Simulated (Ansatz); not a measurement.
LaH₃: geometry relaxation

System: LaH₃ (I4/mmm, 4 atoms in the cell).
Method: DFT LDA, scalar-relativistic, plane waves, PAW, no spin polarisation (Ansatz 0.2.0).

The structure derives from a Materials Project entry. It belongs to a series of runs on one base structure; here: volume × 0.96. Figures and captions count atoms from 1; the log counts them from 0 in places.

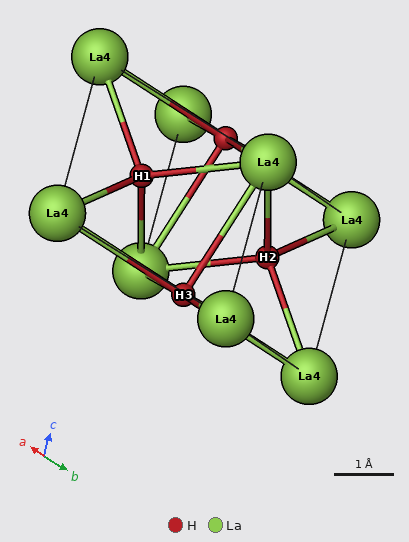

**Figure 1.** The structure as given in the input (ball-and-stick view of the cell of the calculation, seen at an oblique angle; atoms are numbered from 1 in the order of the input).

**Key numbers**

```csv
quantity,value
outcome,converged
space group (tolerance 0.01 Å),I4/mmm (139)
electrons treated,14
free energy,−6125.5400 eV
Fermi energy,11.602 eV
gap on the k-point mesh,none (metallic)
pressure,3.92 GPa
final volume,39.22 Å³
largest force (length of the vector) at the end,under 0.001 eV/Å
final cell,"a = 3.824 Å, b = 3.824 Å, c = 3.824 Å, α = 120.53°, β = 120.53°, γ = 89.08°"
hardware,"4 threads of Arm Neoverse V1, 24 GiB of memory available, shared host"
wall time,1.3 s (CPU time 4.2 s)
peak memory,0.34 GiB
```

**Input**
```yaml
crystal:
  lattice:
    - [-1.8966198425, 1.8966198425, 2.7257975537]
    - [1.8966198425, -1.8966198425, 2.7257975537]
    - [1.8966198425, 1.8966198425, -2.7257975537]
  atoms:
    - { symbol: H, position: [0.75, 0.25, 0.5] }
    - { symbol: H, position: [0.25, 0.75, 0.5] }
    - { symbol: H, position: [0.5, 0.5, 0.0] }
    - { symbol: La, position: [0.0, 0.0, 0.0] }
basis:
  ecutwfc: 420
  ecutrho_ratio: 4
kpoints:
  mp_grid: { grid: [8, 8, 8] }
hamiltonian:
  xc: lda
scf:
  occupations: { method: gaussian, width: 0.05 }
output:
  forces: true
  stress: true
  eigenvalues: true
relax:
  f_tol: 0.01
  max_steps: 40
  cell: { stress_tol: 0.1, fix: [volume] }
```

Launch command:
```bash
ansatz run input.yaml --threads 4 --pin off --max-ram 6144MiB --backend cpu --events-out ev --progress --plain --runs-dir out
```

**The program's output**
```
Engine: ansatz 0.2.0, aarch64-unknown-linux-gnu
Pseudopotentials: kind: paw
Pseudopotential: H, paw, valence charge 1, recommended cutoff 420 eV (normal), H.paw.azcp
Pseudopotential: La, paw, valence charge 11, recommended cutoff 420 eV (normal), La.paw.azcp
Functional definition: SPW92
  exchange = slater_x
  correlation = pw_c
Crystal: 4 atoms, lattice volume = 39.221 Å³
Basis set: ecut = 420 eV, 749 PW (Γ)
Bands: 11, of which v1, the nominal top of the filled ones, is band 7 counted from 1 (6 counted from 0)
Symmetry: 16 space group operations
Space group: I4/mmm (ITA 139), of the structure as read, at distance tolerance 3.4e-5 Å
k-points: 59 of 512
Non-local potential: H, projectors of the file, l = 0: 2, l = 1: 1
Non-local potential: La, projectors of the file, l = 0: 3, l = 1: 2, l = 2: 2, l = 3: 3
PAW form: soft (Blöchl's): semilocal exchange-correlation on the pseudo side does not see the compensation charge
PAW frozen core: La, regenerated for the run's functional, and the local potential with it (the file was generated under x = pbe(κ = 0.804, μ = 0.2195149727645171), c = pbe(β = 0.06672455060314922))
PAW one-centre angular grid: H, 110 points (default); XC on 64 Gauss nodes
PAW one-centre angular grid: La, 590 points (default); XC on 64 Gauss nodes
Initial density: superposition of atomic densities (neutral atoms: chi_scale 0, normalization atom), corrected by the library's trained network
Initial wavefunctions: pseudopotential atomic-orbital guess
Functional: x = slater, c = lda
SCF iter   1: F=—  HF=-6125.559940 eV  |F-HF|=—  |Δ(HF+E_count)|=         —  Δρ=1.32e-2  dr2=5.95e-2  ethr=1.77e-3  ⟨swp⟩=4.2  Hψ=3181  notcnv=0
preconditioner: auto → none  [insulator: Δε(μ)=0.136 eV  Ē_g=11.817 eV  σ=0.050 eV  W_gap=0.75  n_scr=8 (ndim 8)  ℏωp=20.5 eV  f_vac=0.000  D(μ)=0.14/eV (n_scr^D=0)  ε∞_Penn≈4.0]
SCF iter   2: F=—  HF=-6125.540876 eV  |F-HF|=—  |Δ(HF+E_count)|=   1.91e-2  Δρ=2.81e-3  dr2=2.61e-3  ethr=4.25e-4  ⟨swp⟩=3.6  Hψ=1871  notcnv=0
SCF iter   3: F=—  HF=-6125.540058 eV  |F-HF|=—  |Δ(HF+E_count)|=   8.18e-4  Δρ=1.50e-3  dr2=3.74e-4  ethr=1.87e-5  ⟨swp⟩=2.0  Hψ=1196  notcnv=0
SCF iter   4: F=—  HF=-6125.540004 eV  |F-HF|=—  |Δ(HF+E_count)|=   5.41e-5  Δρ=5.65e-4  dr2=5.82e-5  ethr=2.67e-6  ⟨swp⟩=1.0  Hψ=649  notcnv=0
SCF iter   5: F=—  HF=-6125.539993 eV  |F-HF|=—  |Δ(HF+E_count)|=   1.09e-5  Δρ=1.11e-4  dr2=2.01e-6  ethr=4.16e-7  ⟨swp⟩=2.0  Hψ=714  notcnv=0
SCF iter   6: F=-6125.539992 eV  HF=-6125.539992 eV  |F-HF|=1.31e-9  |Δ(HF+E_count)|=   2.79e-7  Δρ=9.70e-6  dr2=1.32e-8  ethr=7.14e-10  ⟨swp⟩=4.0  Hψ=2735  notcnv=0
SCF 1 converged in 6 iterations: F = -6125.539992 eV  dr2 = 1.32e-8
  greatest PAW one-centre occupation: 0.973 electrons in one spin orbital (limit 2), on the La atom at site 3 (counted from 0), in its partial waves of l = 0
relax step   1: F+E_penalty+E_count = -6125.53999246 eV  Δ(F+E_penalty+E_count) = +0.000e0 eV  max|allowed force component| = 5.421e-20 eV/Å  Δτ_max = 0.0000 Å  P = +3.921 GPa  Ω = 39.221 Å³  fix = [volume]  reactions: volume +3.921 GPa  (6 SCF iters, dr2 threshold 1.00e-7 eV, accepted)
Initial density: handed on by an earlier stage of this run
Initial wavefunctions: pseudopotential atomic-orbital guess (no wavefunctions were taken with the density)
iter 1 solved again at ethr=1.01e-7 eV; its pass at ethr=3.10e-3 eV (dr2=1.41e-5 eV) is discarded
SCF iter   1: F=—  HF=-6125.539993 eV  |F-HF|=—  |Δ(HF+E_count)|=         —  Δρ=1.00e-5  dr2=1.40e-8  ethr=1.01e-7  ⟨swp⟩=3.0  Hψ=5419  notcnv=0
preconditioner: auto → none  [insulator: Δε(μ)=0.239 eV  Ē_g=11.951 eV  σ=0.050 eV  W_gap=0.75  n_scr=8 (ndim 8)  ℏωp=20.5 eV  f_vac=0.000  D(μ)=0.14/eV (n_scr^D=0)  ε∞_Penn≈4.0]
SCF iter   2: F=—  HF=-6125.539992 eV  |F-HF|=—  |Δ(HF+E_count)|=   6.78e-7  Δρ=4.20e-6  dr2=2.19e-9  ethr=9.99e-11  ⟨swp⟩=2.3  Hψ=1054  notcnv=0
SCF iter   3: F=-6125.539992 eV  HF=-6125.539992 eV  |F-HF|=5.82e-11  |Δ(HF+E_count)|=  2.38e-10  Δρ=8.07e-7  dr2=1.36e-10  ethr=1.14e-12  ⟨swp⟩=3.9  Hψ=2453  notcnv=0
SCF 2 converged in 3 iterations: F = -6125.539992 eV  dr2 = 1.36e-10
relax step   2: F+E_penalty+E_count = -6125.53999246 eV  Δ(F+E_penalty+E_count) = -8.904e-10 eV  max|allowed force component| = 3.253e-19 eV/Å  Δτ_max = 0.0000 Å  P = +3.921 GPa  Ω = 39.221 Å³  fix = [volume]  reactions: volume +3.921 GPa  stress off target by 9.53e-2 GPa on what of the cell is left free  SCF on the basis re-selected at this cell (its energy is not comparable with the rows above)  (3 SCF iters)
basis re-selected at this cell: Δ(F+E_penalty+E_count) = -8.904e-10 eV, ΔP = -0.000 GPa vs the last step (what re-selecting the basis moved, of the pressure what is left beyond the Pulay correction that the steps carried, after the strain that the cell walked since its last selection, with what the two solves' SCF thresholds leave and, on support functions, any second-order correction that the steps lacked; it is no measure of the basis error at this ecutwfc). This SCF's stress stands 9.53e-2 GPa from its target on what of the cell is left free (relax.cell.stress_tol is 1.00e-1 GPa) and its largest allowed force component is 3.25e-19 eV/Å (relax.f_tol is 1.00e-2 eV/Å): within both
SCF converged after 3 iterations
Free energy (F): -6125.539992 eV
Harris-Foulkes:  -6125.539992 eV  (|F-HF|=5.82e-11)
Internal energy: -6125.539817 eV  (E = F + TS)
E sigma→0 (E₀):  -6125.539905 eV
Entropy (-TS):   -0.000176 eV (-0.044 meV/atom)
Fermi energy:    11.602247 eV
--- Per-component energies (eV) ---
  E_band       = -31.293076
  E_kinetic    = 234.858324
  E_local      = -297.739850  (includes V_loc(G=0)·N_el)
  E_nonlocal   = 104.354642
  E_hartree    = 90.732497
  E_xc         = -166.624475
  E_vxc        = -184.303236  (∫ρ·V_xc dr)
  E_paw        = -5246.196797  (= ΣΔE_a)
  E_vpaw       = -69.924330  (= ΣTr[D̂ρ^β])
  E_aug_tail   = -0.003499  (compensation charges beyond the density's cutoff)
  E_ewald      = -845.243377
  E_core_change = 0.322716  (= ΣΔE_core)
  E_smearing   = -0.000176  (= −TS)
  E_closure    = -0.000000  (closes the sum)
  Σ components = -6125.539992   (vs F -6125.539992, Δ=0.00e0)
--- Forces (eV/Å), atoms counted from 1 ---
  atom   1  H      0.00000000     0.00000000     0.00000000
  atom   2  H      0.00000000     0.00000000     0.00000000
  atom   3  H      0.00000000     0.00000000    -0.00000000
  atom   4  La     0.00000000     0.00000000    -0.00000000
  max |Σ_I F_I| component: 8.67e-19 eV/Å
--- Stress (GPa, compression-positive) ---
        3.968467       0.000000       0.000000
        0.000000       3.968467      -0.000000
       -0.000000       0.000000       3.825452
  P = ⅓ Tr σ = 3.9208 GPa (39.208 kbar)
--- Band table (eV; the first three rows and the last of 59) ---
  k-point 0: bands = ["-21.5160", "-4.5731", "-4.5662", "-4.5662", "3.3258", "8.5442", "11.8256", "11.9444", "11.9444", "12.3781", "12.9799"]
  k-point 1: bands = ["-21.4781", "-4.8632", "-4.6463", "-4.6462", "3.9466", "7.7912", "11.0930", "12.0924", "12.1542", "12.6468", "13.1016"]
  k-point 2: bands = ["-21.3855", "-5.4515", "-4.8334", "-4.8177", "5.2626", "6.6667", "9.2706", "12.6320", "12.6679", "13.2902", "13.3151"]
  k-point 58: bands = ["-21.2628", "-6.1048", "-5.0315", "-5.0315", "5.7250", "5.7896", "8.9076", "13.1180", "13.1180", "13.2559", "13.5038"]
--- Relaxed structure (1 steps of the walk, 1 accepted, 1 SCFs on fresh bases) ---
  F+E_penalty+E_count = -6125.53999246 eV   max|allowed force component| = 3.253e-19 eV/Å   (the final SCF, on the basis selected at the relaxed cell)
  cell:  # Å, volume = 39.2206 Å³
    - [-1.8966198425, 1.8966198425, 2.7257975537]
    - [1.8966198425, -1.8966198425, 2.7257975537]
    - [1.8966198425, 1.8966198425, -2.7257975537]
  atoms:
    - { symbol: H, position: [0.75, 0.24999999999999992, 0.49999999999999994] }
    - { symbol: H, position: [0.24999999999999992, 0.75, 0.49999999999999994] }
    - { symbol: H, position: [0.4999999999999999, 0.4999999999999999, 0.0] }
    - { symbol: La, position: [0.0, 0.0, 0.0] }
```

**Trajectory as extended XYZ (Å, eV, eV/Å), 2 frames, from step=1 to step=2**
```
4
Lattice="-1.8966 1.8966 2.7258 1.8966 -1.8966 2.7258 1.8966 1.8966 -2.7258" Properties=species:S:1:pos:R:3:forces:R:3 step=1 energy=-6125.53999 pressure_GPa=3.92
H     0.0000    1.8966    1.3629    0.0000   0.0000   0.0000
H     1.8966    0.0000    1.3629    0.0000   0.0000   0.0000
H     0.0000    0.0000    2.7258    0.0000   0.0000   0.0000
La    0.0000    0.0000    0.0000    0.0000   0.0000   0.0000
4
Lattice="-1.8966 1.8966 2.7258 1.8966 -1.8966 2.7258 1.8966 1.8966 -2.7258" Properties=species:S:1:pos:R:3:forces:R:3 step=2 energy=-6125.53999 pressure_GPa=3.92
H     0.0000    1.8966    1.3629    0.0000   0.0000   0.0000
H     1.8966    0.0000    1.3629    0.0000   0.0000   0.0000
H     0.0000    0.0000    2.7258    0.0000   0.0000   0.0000
La    0.0000    0.0000    0.0000    0.0000   0.0000   0.0000
```

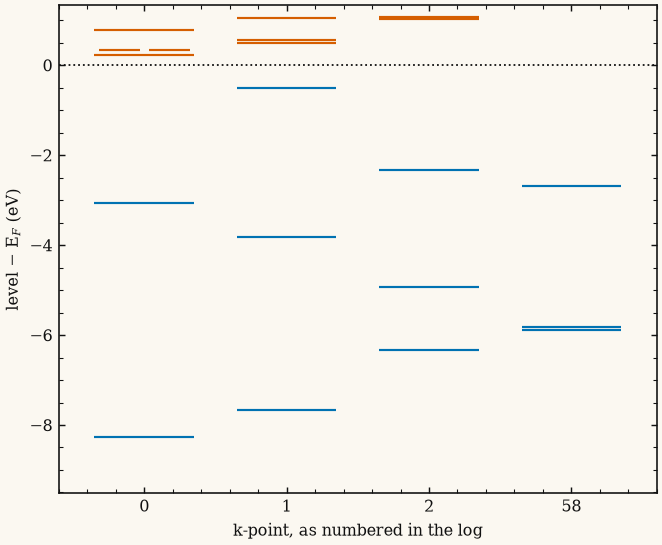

**Figure 2.** Kohn–Sham levels near the Fermi level (dotted) at the few k-points that the log prints; levels within 0.02 eV of each other stand side by side. The system is metallic on the full mesh.
